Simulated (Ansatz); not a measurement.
```xyz
6
Lattice="0.0000 0.0000 -16.6581 3.3179 0.0000 0.0000 0.0000 -5.5744 0.0000" Properties=species:S:1:pos:R:3 pbc="T T T"
W     1.6590   -2.7872    0.0000
W     0.0000    0.0000    0.0000
Se    0.0000   -3.7163  -14.9958
Se    1.6590   -0.9291  -14.9958
Se    0.0000   -3.7163   -1.6623
Se    1.6590   -0.9291   -1.6623
```

Space group Amm2; a structure from a database of computed crystals, not necessarily the ambient phase; changed on purpose from its base cell (strain -0.0300 x Voigt [0, 1, 0, 0, 0, 0], atoms carried along).

The calculation used DFT PBEsol, scalar-relativistic, plane waves, PAW in Ansatz 0.2.0.

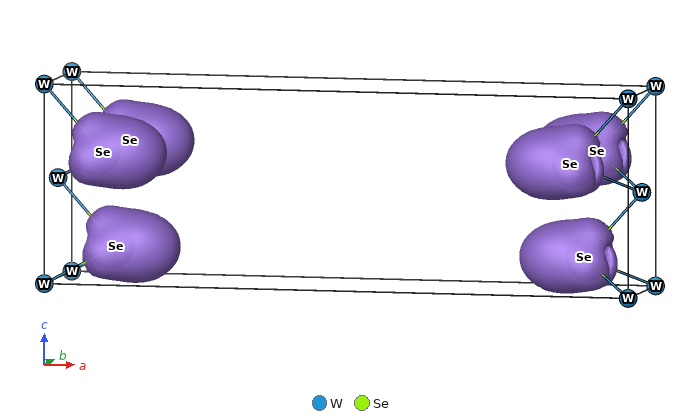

WSe$_{2}$. Isosurface of the electron localisation function at 0.7 (purple), seen slightly off an axis. Only the valence region is drawn (cores and ρ < 0.01 e/Å³ removed). Sticks mark near contacts.

**What do the ELF domains correspond to?**

At this value the surface marks out four regions wrapped around Se (the valence shell of each), counted in one cell of 6 atoms. Regions shared between cells count once. Profiles from the grid: W–Se (2.49 Å): the ELF is about 0.55 at the midpoint.

**Metal or insulator at this level of theory?**

It is gapped, with a Kohn–Sham gap of 1.7 eV on the k-point mesh (the band edges may lie off the mesh, which would make the gap smaller).
